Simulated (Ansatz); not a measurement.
**MoS$_{2}$: single-point calculation**

System: MoS$_{2}$ (R3m, 3 atoms in the cell).
Method: DFT PBE, scalar-relativistic, plane waves, PAW, no spin polarisation (Ansatz 0.2.0).

The structure derives from a Materials Project entry. It belongs to a series of runs on one base structure; here: band edges sought over the zone.

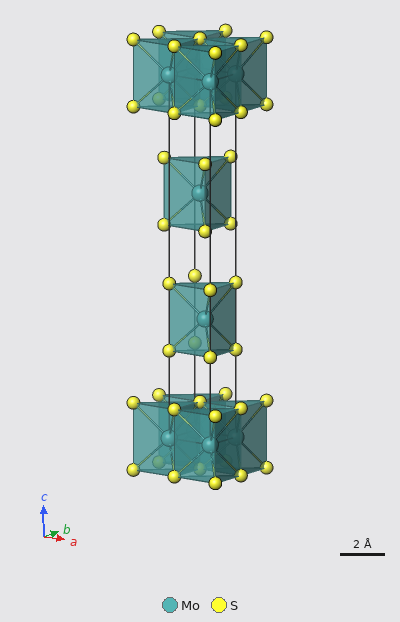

The input geometry (polyhedral view of the cell 3 times as large as that of the calculation, set on its symmetry axes, seen slightly off an axis; polyhedra are completed across the faces of the cell). An atom can appear more than once, as a periodic image.

**Input file**
```yaml
crystal:
  lattice:
    - [1.551980394, 0.8960362982, 5.6438675305]
    - [-1.551980394, 0.8960362982, 5.6438675305]
    - [0.0, -1.7920725965, 5.6438675305]
  atoms:
    - { symbol: Mo, position: [0.9996972307, 0.9996972307, 0.9996972307] }
    - { symbol: S, position: [0.4255324369, 0.4255324369, 0.4255324369] }
    - { symbol: S, position: [0.2407713323, 0.2407713323, 0.2407713323] }
basis:
  ecutwfc: 420
kpoints:
  mp_grid: { grid: [12, 12, 12] }
  band_path: { path: [VBM, CBM], npoints: 2 }
hamiltonian:
  xc: pbe
scf:
  occupations: { method: gaussian, width: 0.02 }
output:
  forces: true
  stress: true
  eigenvalues: true
checkpoint:
  read: start.run
  write: ck
  compress: false
  write_wavefunctions: false
  write_every: 100000
```

Hardware: 1 thread of Arm Neoverse V1, 24 GiB of memory available, shared host.

Launched with:
```bash
ansatz run input.yaml --threads 1 --pin off --max-ram 2560MiB --backend cpu --events-out ev --progress --plain --runs-dir out
```

**Log**
```
basis.fft_grid_basis auto: the FFT boxes are laid along the combinations [[1, 0, -1], [0, 1, -1], [0, 0, 1]] of the cell's own vectors, 3.104, 3.104 and 5.922 Å long. The dense box has 24×24×40 points. Along the cell's own vectors, as sized, it would have 40×40×40, 2.78 times as many. Of the 6 symmetry operations that the crystal satisfies within crystal.symmetry.tolerance (time reversal apart; of a slab, those that keep its plane) the dense box along the cell's own vectors carries 6, and the one as laid loses 4 of those. basis.fft_grid_basis: typed keeps the cell's own vectors: state it where this run's energies or levels are differenced outside the engine with another run's, or held beside a run that keeps those vectors.
Engine: ansatz 0.2.0, aarch64-unknown-linux-gnu
Pseudopotentials: kind: paw
Pseudopotential: Mo, paw, valence charge 14, recommended cutoff 420 eV (normal), Mo.paw.azcp
Pseudopotential: S, paw, valence charge 6, recommended cutoff 420 eV (normal), S.paw.azcp
Functional definition: PBE
  parameter kappa = 0.804
  parameter beta = 0.06672455060314922
  exchange = pbe_x(kappa = kappa, mu = beta*pi^2/3)
  correlation = pbe_c(beta = beta)
Crystal: 3 atoms, lattice volume = 47.091 Å³
Basis set: ecut = 420 eV, 907 PW (Γ), FFT grids on a1−a3, a2−a3, a3, exchange–correlation on 48×48×80 points (8 copies of the dense FFT grid, shifted against one another)
Bands: 17, of which v1, the nominal top of the filled ones, is band 13 counted from 1 (12 counted from 0)
Symmetry: 6 space group operations
Space group: R3m (ITA 160), of the structure as read, at distance tolerance 3.6e-5 Å
k-points: 189 of 1728 (time reversal used)
Non-local potential: Mo, projectors of the file, l = 0: 3, l = 1: 2, l = 2: 2, l = 3: 1
Non-local potential: S, projectors of the file, l = 0: 2, l = 1: 2, l = 2: 2
PAW form: soft (Blöchl's): semilocal exchange-correlation on the pseudo side does not see the compensation charge
PAW one-centre angular grid: Mo, 590 points (default); XC on 64 Gauss nodes
PAW one-centre angular grid: S, 110 points (default); XC on 64 Gauss nodes
Initial density: read from a saved state, or passed on in memory by an earlier SCF of this step, an earlier step, the calling program or the single point that the run made first
Stability of the state it starts from, as read at its close in the unpolarized treatment: not read negative (Ritz values of 1 − χ₀K, real part plus size of imaginary part, from 0.99 to 1.1, by its mixing steps under the symmetry group of the SCF that read it)
Initial wavefunctions: pseudopotential atomic-orbital guess
Functional: x = pbe(κ = 0.804, μ = 0.2195149727645171), c = pbe(β = 0.06672455060314922)
iter 1 solved again at ethr=1.45e-7 eV; its pass at ethr=3.10e-3 eV (dr2=3.76e-5 eV) is discarded
SCF iter   1: F=—  HF=-6762.512923 eV  |F-HF|=—  |Δ(HF+E_count)|=         —  Δρ=5.23e-7  dr2=1.85e-10  ethr=1.45e-7  ⟨swp⟩=3.1  Hψ=27133  notcnv=0
eigensolver tolerance schedule: the retry pair's looser diagonalisation over-reported the residual by 203273.18 of it (diagonalisation noise at an unbounded share of the residual, at the tolerance the schedule requests for it); recorded, not acted on — ethr = c·dr2/N_el stays at c = 1.0e-1
preconditioner: auto → none  [insulator: Δε(μ)=0.427 eV  Ē_g=8.482 eV  σ=0.020 eV  W_gap=1.00  n_scr=16 (ndim 8)  ℏωp=23.0 eV  f_vac=0.000  D(μ)=0.00/eV (n_scr^D=0)  ε∞_Penn≈8.3]
SCF iter   2: F=-6762.512923 eV  HF=-6762.512923 eV  |F-HF|=1.91e-10  |Δ(HF+E_count)|=   1.26e-8  Δρ=4.22e-7  dr2=2.32e-10  ethr=1.00e-12  ⟨swp⟩=6.6  Hψ=14067  notcnv=0
SCF 1 converged in 2 iterations: F = -6762.512923 eV  dr2 = 2.32e-10
  greatest PAW one-centre occupation: 0.998 electrons in one spin orbital (limit 2), on the Mo atom at site 0 (counted from 0), in its partial waves of l = 0
NSCF: frozen V_eff on 32 k-points
NSCF: frozen V_eff on 32 k-points
NSCF: frozen V_eff on 32 k-points
NSCF: frozen V_eff on 10 k-points
NSCF: frozen V_eff on 9 k-points
NSCF: frozen V_eff on 17 k-points
NSCF: frozen V_eff on 5 k-points
NSCF: frozen V_eff on 10 k-points
NSCF: frozen V_eff on 7 k-points
NSCF: frozen V_eff on 6 k-points
NSCF: frozen V_eff on 14 k-points
NSCF: frozen V_eff on 2 k-points
NSCF: frozen V_eff on 3 k-points
SCF converged after 2 iterations
Free energy (F): -6762.512923 eV
Harris-Foulkes:  -6762.512923 eV  (|F-HF|=1.91e-10)
Internal energy: -6762.512923 eV  (E = F + TS)
E sigma→0 (E₀):  -6762.512923 eV
Fermi energy:    13.770476 eV
--- Per-component energies (eV) ---
  E_band       = -100.888060
  E_kinetic    = 661.023805
  E_local      = -1615.996608  (includes V_loc(G=0)·N_el)
  E_nonlocal   = 199.652857
  E_hartree    = 607.940804
  E_xc         = -380.502956
  E_vxc        = -407.754476  (∫ρ·V_xc dr)
  E_paw        = -4401.814766  (= ΣΔE_a)
  E_vpaw       = -153.695028  (= ΣTr[D̂ρ^β])
  E_aug_tail   = 0.000036  (compensation charges beyond the density's cutoff)
  E_ewald      = -1832.816095
  E_smearing   = -0.000000  (= −TS)
  E_closure    = -0.000000  (closes the sum)
  Σ components = -6762.512923   (vs F -6762.512923, Δ=0.00e0)
--- Forces (eV/Å), atoms counted from 1 ---
  atom   1  Mo    -0.00000000     0.00000000    -0.00180363
  atom   2  S     -0.00000000    -0.00000000     0.00070767
  atom   3  S      0.00000000    -0.00000000     0.00109538
  max |Σ_I F_I| component: 5.74e-7 eV/Å
--- Stress (GPa, compression-positive) ---
       11.944398       0.000000      -0.000000
        0.000000      11.944398      -0.000000
       -0.000000      -0.000000      11.988033
  P = ⅓ Tr σ = 11.9589 GPa (119.589 kbar)
--- Band table (eV; the first three rows and the last of 189) ---
  k-point 0: bands = ["-48.3040", "-22.5087", "-22.2026", "-22.2026", "-2.4297", "-0.1234", "5.5284", "9.8608", "9.8608", "10.9498", "10.9498", "11.7035", "12.7830", "15.1846", "15.1846", "15.8014", "15.8014"]
  k-point 1: bands = ["-48.3005", "-22.5020", "-22.2361", "-22.2102", "-2.3107", "-0.0973", "5.6685", "9.6127", "9.9833", "10.6165", "10.7598", "11.7141", "12.7337", "15.1778", "15.3447", "15.4464", "15.7127"]
  k-point 2: bands = ["-48.2910", "-22.4837", "-22.3265", "-22.2306", "-1.9689", "-0.0213", "6.0324", "9.0254", "9.8841", "10.2862", "10.3595", "11.7057", "12.2874", "14.7124", "15.3828", "15.5689", "15.8017"]
  k-point 188: bands = ["-48.3040", "-22.5092", "-22.2027", "-22.2027", "-1.6680", "-1.3129", "7.4772", "8.9764", "9.8086", "9.8086", "11.0508", "11.0508", "13.5578", "15.3346", "15.3346", "15.5347", "15.5347"]
```

**Summary**

```csv
quantity,value
outcome,converged
space group (tolerance 0.01 Å),R3m (160)
electrons treated,26
free energy,−6762.5129 eV
Fermi energy,13.770 eV
gap on the k-point mesh,0.43 eV
gap on the band path,0.37 eV
pressure,11.96 GPa
largest force (length of the vector),0.002 eV/Å
wall time,18 s
peak memory,0.43 GiB
```

The cell is under a pressure of 12.0 GPa at this level, so it is not at its equilibrium volume.
